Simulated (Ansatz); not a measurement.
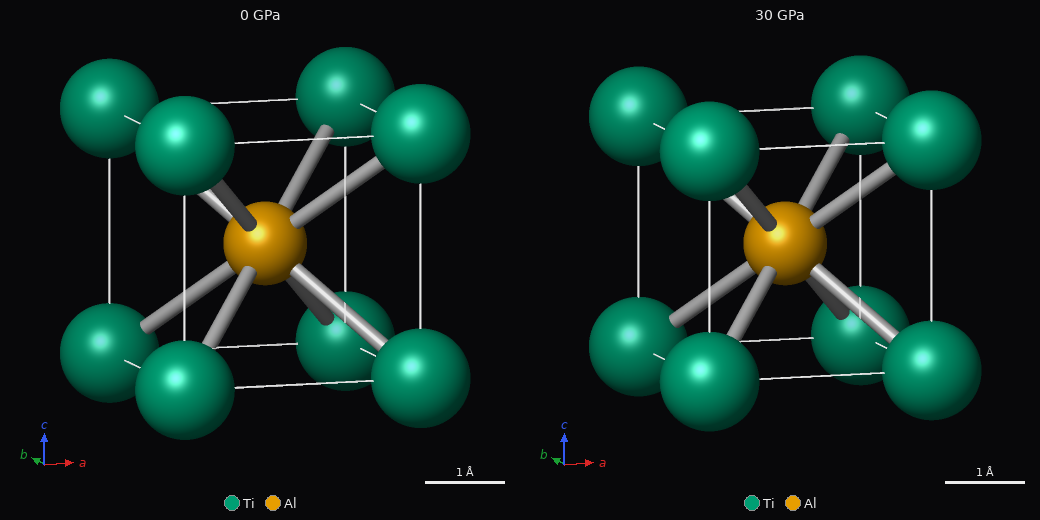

TiAl, caesium chloride (CsCl, B2) type, space group Pm-3m (No. 221), relaxed (cell and atoms) under a series of hydrostatic pressures; the conventional cell is drawn at the lowest and the highest, to one scale (sticks follow a distance rule). The start was a structure listed in the Materials Project. It needn't be the stable form of this composition.

Alike in all runs: Ansatz 0.2.0; functional PBEsol; potentials Ansatz PAW; cutoff 420 eV; k mesh 8 × 8 × 8 on the run's cell of 2 atoms; occupations fermi-dirac, width 0.05 eV; no spin polarisation; no spin-orbit coupling.

| pressure (GPa) | volume (Å³/atom) | a (Å) |
| --- | --- | --- |
| 0.0 | 15.737 | 3.157 |
| 2.0 | 15.478 | 3.140 |
| 5.0 | 15.133 | 3.116 |
| 10.0 | ? | ? |
| 20.0 | 13.804 | 3.022 |
| 30.0 | 13.156 | 2.974 |

Fit a third-order Birch-Murnaghan equation to the rows given and use it to fill in the volume that is left out.

The fit gives V0 = 15.73 Å³/atom, B0 = 119 GPa and B0′ = 3.8, which puts the volume at 10.0 GPa at 14.62 Å³/atom. The run gave volume 14.624 Å³/atom; a 3.081 Å.

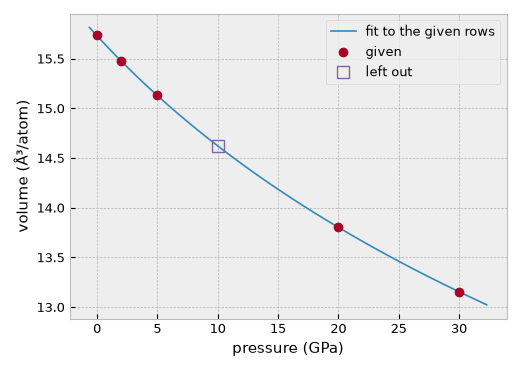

Volume against pressure, with the fit. The structure was kept in its own symmetry, so a change to another phase within this range wouldn't be seen.

Caveat: the plane-wave basis is chosen anew once the cell has moved, so the energies of steps on either side of that aren't comparable.
